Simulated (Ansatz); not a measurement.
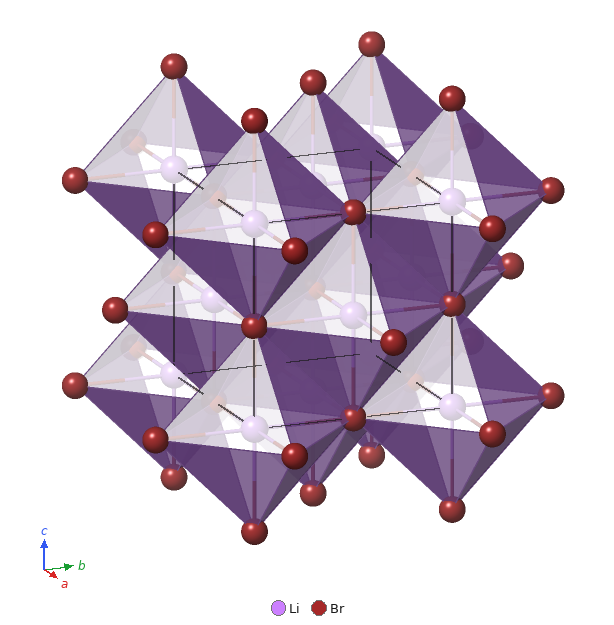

Crystal structure, polyhedral style, seen slightly off an axis. The conventional unit cell is drawn as a box. A few atoms beyond the faces are included.

LiBr, rock salt (NaCl type), space group Fm-3m (No. 225), a = 5.479 Å, b = 5.479 Å, c = 5.479 Å, α = 90.00°, β = 90.00°, γ = 90.00°. Provenance: a structure type filled with these elements by a generator (whether the compound takes this form wasn't checked). Earlier steps of the study may have refined or changed the cell and positions. Ansatz was used for an electronic-structure calculation on it.

This one geometry was computed with Ansatz (DFT, plane waves, PAW) at five levels of theory: PBE with spin-orbit coupling, PBE, PBE0, r2SCAN and HSE06. It was relaxed beforehand with r2SCAN.

### How does the band gap change with the level of theory?

PBE with spin-orbit coupling: a gap of 4.81 eV, direct; PBE: a gap of 4.99 eV, direct; r2SCAN: a gap of 5.88 eV, direct; HSE06: a gap of 6.21 eV, direct; PBE0: a gap of 6.90 eV, direct.

### Collect the results in a table.

| level | cutoff (eV) | k-mesh of the run's cell | gap (eV) | pressure (GPa) |
| --- | --- | --- | --- | --- |
| PBE with spin-orbit coupling | 420 | 8×8×8 | 4.81 | 0.5 |
| PBE | 420 | 8×8×8 | 4.99 | 0.5 |
| PBE0 | 420 | 6×6×6 | 6.90 | -0.1 |
| r2SCAN | 500 | 8×8×8 | 5.88 | 0.0 |
| HSE06 | 420 | 6×6×6 | 6.21 | -0.1 |

Gaps are taken on the k-mesh or band path of each run.
